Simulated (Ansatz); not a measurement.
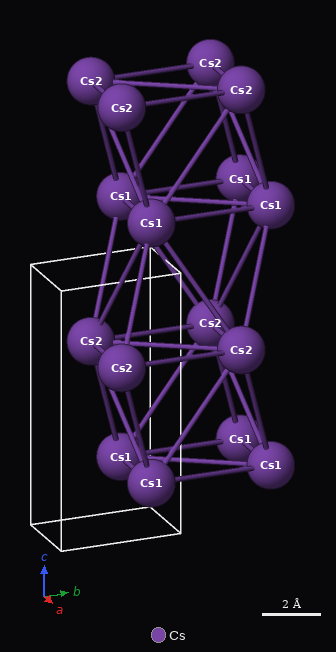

Reference structure: a symmetric starting cell of Cs. The picture is a ball-and-stick view of the cell of the calculation, repeated 2 × 2 × 2 with one cell outlined, seen slightly off an axis.

Computed with Ansatz 0.2.0, DFT PBEsol, scalar-relativistic, plane waves, PAW. (plane-wave cutoff 420 eV; k-point mesh 9 × 9 × 6; occupations gaussian; smearing width 0.1 eV; no spin polarisation)

Now this is done to it. The cell is strained by +2.8 % along c and +4.3 % across it (volume +11.7 %), the atoms keeping their fractional coordinates. No relaxation follows. The starting cell wasn't computed here and needn't be at equilibrium, so pressure and forces aren't due to the change alone.

Input
```yaml
crystal:
  lattice:
    - [5.8029297241, 0.0, 0.0]
    - [-2.9014648621, 5.0254845576, 0.0]
    - [0.0, 0.0, 9.5131797162]
  atoms:
    - { symbol: Cs, position: [0.33333333, 0.66666667, 0.25] }
    - { symbol: Cs, position: [0.66666667, 0.33333333, 0.75] }
basis:
  ecutwfc: 420
kpoints:
  mp_grid: { grid: [9, 9, 6] }
hamiltonian:
  xc: pbesol
scf:
  occupations: { method: gaussian, width: 0.1 }
output:
  forces: true
  stress: true
  eigenvalues: true
  populations: true
```

Launched with:
```bash
ansatz run input.yaml --threads 1 --pin off --max-ram 1331MiB --backend cpu --events-out ev --progress --plain --runs-dir out
```

Q: What is the effect?

A: The pressure is −0.3 GPa (not all of it need come from the change, since the unchanged cell can be under pressure at this level too). All forces vanish by symmetry. Some distances before and after: Cs–Cs 5.566 → 5.803 Å, Cs–Cs 5.635 → 5.818 Å. The space group stays P6_3/mmc (No. 194).

Drawn alike, the variant:

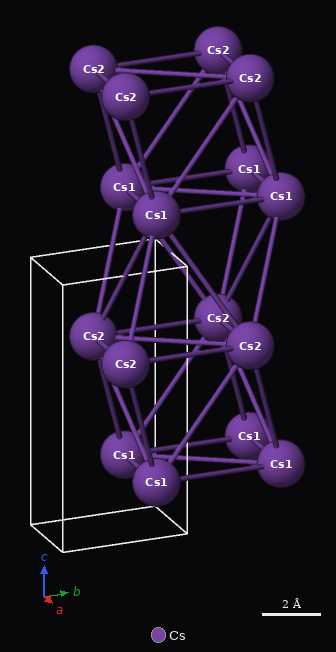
